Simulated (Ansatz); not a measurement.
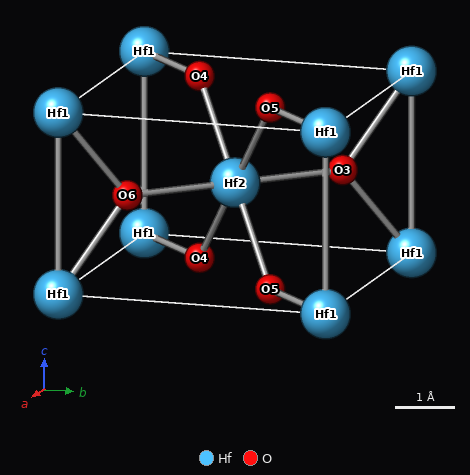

Figure 1. The input geometry of the first run (ball-and-stick view of the cell of the calculation, seen slightly off an axis; atoms are numbered from 1 in the order of the input).

**Two runs on HfO2**

System: HfO2 (6 atoms in the cell).
Method of the first run: DFT, PBEsol, plane waves, PAW, no spin polarisation (Ansatz 0.2.0).

The structure derives from a Materials Project entry. The geometry comes from this level: r2SCAN. Text and figures count atoms from 1; the logs count them from 0 in places.

## Input, the first run
```yaml
crystal:
  lattice:
    - [4.8382983968, 0.0, 0.0]
    - [0.0, 4.8382983968, 0.0]
    - [0.0, 0.0, 3.2199930757]
  atoms:
    - { symbol: Hf, position: [0.0, 0.0, 0.0] }
    - { symbol: Hf, position: [0.5, 0.5, 0.5] }
    - { symbol: O, position: [0.1949543471, 0.8050456529, 0.5] }
    - { symbol: O, position: [0.3050456529, 0.3050456529, 0.0] }
    - { symbol: O, position: [0.6949543471, 0.6949543471, 0.0] }
    - { symbol: O, position: [0.8050456529, 0.1949543471, 0.5] }
kpoints:
  mp_grid: { grid: [4, 4, 6] }
hamiltonian:
  xc: pbesol
scf:
  occupations: { method: fixed }
  n_extra_bands: 5
output:
  forces: true
  stress: true
  eigenvalues: true
```

Launched with:
```bash
ansatz run input.yaml --threads 4 --pin off --max-ram 4608MiB --backend cpu --events-out ev --progress --plain --runs-dir out
```

Hardware: 4 threads of Arm Neoverse N1, 60 GiB of memory available, shared host.

## Output, shortened to warnings, some set-up lines, iterations and results (the first run)
```
Basis set: ecut = 420 eV, 1487 PW (Γ), exchange–correlation on 72×72×48 points (8 copies of the dense FFT grid, shifted against one another)
Symmetry: 16 space group operations
k-points: 24 of 96
Initial density: superposition of atomic densities (neutral atoms: chi_scale 0, normalization atom), corrected by the library's trained network
[...]
SCF iter   1: F=—  HF=-33450.266219 eV  |F-HF|=—  |Δ(HF+E_count)|=         —  Δρ=1.59e-2  dr2=1.55e-1  ethr=1.77e-3  ⟨swp⟩=3.6  Hψ=3006  notcnv=0  defer=41
SCF iter   2: F=—  HF=-33450.227490 eV  |F-HF|=—  |Δ(HF+E_count)|=   3.87e-2  Δρ=2.64e-3  dr2=2.92e-3  ethr=2.04e-4  ⟨swp⟩=2.3  Hψ=1970  notcnv=0  defer=70
SCF iter   3: F=—  HF=-33450.227212 eV  |F-HF|=—  |Δ(HF+E_count)|=   2.79e-4  Δρ=1.34e-3  dr2=1.01e-3  ethr=3.84e-6  ⟨swp⟩=2.0  Hψ=1754  notcnv=0  defer=72
SCF iter   4: F=—  HF=-33450.227340 eV  |F-HF|=—  |Δ(HF+E_count)|=   1.28e-4  Δρ=5.50e-4  dr2=2.11e-4  ethr=1.33e-6  ⟨swp⟩=2.7  Hψ=2052  notcnv=0  defer=59
SCF iter   5: F=—  HF=-33450.227204 eV  |F-HF|=—  |Δ(HF+E_count)|=   1.36e-4  Δρ=1.44e-4  dr2=1.35e-5  ethr=2.77e-7  ⟨swp⟩=2.0  Hψ=1871  notcnv=0  defer=30
SCF iter   6: F=—  HF=-33450.227185 eV  |F-HF|=—  |Δ(HF+E_count)|=   1.92e-5  Δρ=2.60e-5  dr2=4.74e-7  ethr=1.78e-8  ⟨swp⟩=2.0  Hψ=1919  notcnv=0  defer=24
SCF iter   7: F=-33450.227185 eV  HF=-33450.227185 eV  |F-HF|=8.82e-9  |Δ(HF+E_count)|=   1.41e-7  Δρ=6.58e-6  dr2=3.52e-8  ethr=1.32e-10  ⟨swp⟩=10.4  Hψ=5027  notcnv=0
SCF 1 converged in 7 iterations: F = -33450.227185 eV  dr2 = 3.52e-8
SCF converged after 7 iterations
Free energy (F): -33450.227185 eV
Harris-Foulkes:  -33450.227185 eV  (|F-HF|=8.82e-9)
Internal energy: -33450.227185 eV  (E = F + TS)
E sigma→0 (E₀):  -33450.227185 eV
Fermi energy:    12.268711 eV
--- Per-component energies (eV) ---
  E_band       = -133.924220
  E_kinetic    = 1539.452995
  E_local      = -13029.736003  (includes V_loc(G=0)·N_el)
  E_nonlocal   = -2280.844687
  E_hartree    = 5921.042231
  E_xc         = -885.281811
  E_vxc        = -903.906256  (∫ρ·V_xc dr)
  E_paw        = -14223.798884  (= ΣΔE_a)
  E_vpaw       = 2699.008337  (= ΣTr[D̂ρ^β])
  E_aug_tail   = 0.009946  (compensation charges beyond the density's cutoff)
  E_ewald      = -10493.714306
  E_core_change = 2.643335  (= ΣΔE_core)
  E_smearing   = -0.000000  (= −TS)
  E_closure    = -0.000000  (closes the sum)
  Σ components = -33450.227185   (vs F -33450.227185, Δ=0.00e0)
--- Forces (eV/Å), atoms counted from 1 ---
  atom   1  Hf     0.00000000    -0.00000000    -0.00000000
  atom   2  Hf    -0.00000000    -0.00000000    -0.00000000
  atom   3  O     -0.02002953     0.02002953    -0.00000000
  atom   4  O      0.02002953     0.02002953    -0.00000000
  atom   5  O     -0.02002953    -0.02002953     0.00000000
  atom   6  O      0.02002953    -0.02002953     0.00000000
  max |Σ_I F_I| component: 6.94e-18 eV/Å
--- Stress (GPa, compression-positive) ---
       -1.264975       0.000000       0.000000
        0.000000      -1.264975       0.000000
        0.000000       0.000000      -2.097843
  P = ⅓ Tr σ = -1.5426 GPa (-15.426 kbar)
```

For the second run the input was changed thus:
```diff
-  mp_grid: { grid: [4, 4, 6] }
+  mp_grid: { grid: [3, 3, 3] }
```

How does the second run compare with the first run?

The free energy of the second run is 6.3 meV per atom higher, which measures how much it depends on this numerical setting. The number of SCF iterations is the same. The irreducible k-points go from 24 to 6.

## Output, shortened to warnings, some set-up lines, iterations and results (the second run)
```
Basis set: ecut = 420 eV, 1487 PW (Γ), exchange–correlation on 72×72×48 points (8 copies of the dense FFT grid, shifted against one another)
Symmetry: 16 space group operations
k-points: 6 of 27
Initial density: superposition of atomic densities (neutral atoms: chi_scale 0, normalization atom), corrected by the library's trained network
[...]
SCF iter   1: F=—  HF=-33450.225012 eV  |F-HF|=—  |Δ(HF+E_count)|=         —  Δρ=1.53e-2  dr2=1.41e-1  ethr=1.77e-3  ⟨swp⟩=3.8  Hψ=754  notcnv=0  defer=10
SCF iter   2: F=—  HF=-33450.189631 eV  |F-HF|=—  |Δ(HF+E_count)|=   3.54e-2  Δρ=2.55e-3  dr2=2.99e-3  ethr=1.86e-4  ⟨swp⟩=2.5  Hψ=525  notcnv=0  defer=17
SCF iter   3: F=—  HF=-33450.189374 eV  |F-HF|=—  |Δ(HF+E_count)|=   2.57e-4  Δρ=1.35e-3  dr2=1.08e-3  ethr=3.93e-6  ⟨swp⟩=2.0  Hψ=425  notcnv=0  defer=18
SCF iter   4: F=—  HF=-33450.189522 eV  |F-HF|=—  |Δ(HF+E_count)|=   1.48e-4  Δρ=5.73e-4  dr2=2.36e-4  ethr=1.42e-6  ⟨swp⟩=2.8  Hψ=548  notcnv=0  defer=14
SCF iter   5: F=—  HF=-33450.189344 eV  |F-HF|=—  |Δ(HF+E_count)|=   1.78e-4  Δρ=1.47e-4  dr2=1.50e-5  ethr=3.11e-7  ⟨swp⟩=2.0  Hψ=463  notcnv=0  defer=7
SCF iter   6: F=—  HF=-33450.189319 eV  |F-HF|=—  |Δ(HF+E_count)|=   2.54e-5  Δρ=2.46e-5  dr2=4.47e-7  ethr=1.98e-8  ⟨swp⟩=2.0  Hψ=480  notcnv=0  defer=6
SCF iter   7: F=-33450.189319 eV  HF=-33450.189319 eV  |F-HF|=1.16e-8  |Δ(HF+E_count)|=   1.32e-7  Δρ=6.28e-6  dr2=3.20e-8  ethr=1.32e-10  ⟨swp⟩=10.3  Hψ=1300  notcnv=0
SCF 1 converged in 7 iterations: F = -33450.189319 eV  dr2 = 3.20e-8
SCF converged after 7 iterations
Free energy (F): -33450.189319 eV
Harris-Foulkes:  -33450.189319 eV  (|F-HF|=1.16e-8)
Internal energy: -33450.189319 eV  (E = F + TS)
E sigma→0 (E₀):  -33450.189319 eV
Fermi energy:    12.277463 eV
--- Per-component energies (eV) ---
  E_band       = -133.843302
  E_kinetic    = 1539.460495
  E_local      = -13029.735464  (includes V_loc(G=0)·N_el)
  E_nonlocal   = -2280.822638
  E_hartree    = 5921.003445
  E_xc         = -885.235944
  E_vxc        = -903.849794  (∫ρ·V_xc dr)
  E_paw        = -14223.798193  (= ΣΔE_a)
  E_vpaw       = 2699.079966  (= ΣTr[D̂ρ^β])
  E_aug_tail   = 0.009952  (compensation charges beyond the density's cutoff)
  E_ewald      = -10493.714306
  E_core_change = 2.643335  (= ΣΔE_core)
  E_smearing   = -0.000000  (= −TS)
  E_closure    = -0.000000  (closes the sum)
  Σ components = -33450.189319   (vs F -33450.189319, Δ=0.00e0)
--- Forces (eV/Å), atoms counted from 1 ---
  atom   1  Hf     0.00000000    -0.00000000    -0.00000000
  atom   2  Hf    -0.00000000    -0.00000000    -0.00000000
  atom   3  O     -0.01654224     0.01654224    -0.00000000
  atom   4  O      0.01654224     0.01654224    -0.00000000
  atom   5  O     -0.01654224    -0.01654224     0.00000000
  atom   6  O      0.01654224    -0.01654224     0.00000000
  max |Σ_I F_I| component: 6.94e-18 eV/Å
--- Stress (GPa, compression-positive) ---
       -1.409008       0.000000       0.000000
        0.000000      -1.409008       0.000000
        0.000000       0.000000      -1.678875
  P = ⅓ Tr σ = -1.4990 GPa (-14.990 kbar)
```

## The two runs side by side

| quantity | the first run | the second run |
| --- | --- | --- |
| outcome | converged | converged |
| free energy per atom (eV) | −5575.0379 | −5575.0316 |
| gap on the mesh (eV) | 3.87 | 3.86 |
| pressure (GPa) | −1.54 | −1.50 |
| largest force (eV/Å) | 0.028 | 0.023 |
| SCF iterations | 7 | 7 |
| irreducible k-points | 24 | 6 |
| plane waves at Γ | 1487 | 1487 |
| wall time (shared host) | 2.7 s | 1.2 s |

For both runs: Spin–orbit coupling is left out, which matters for Hf. For the second run: The k-point mesh is coarse for a cell of this size, so the results may not be converged.
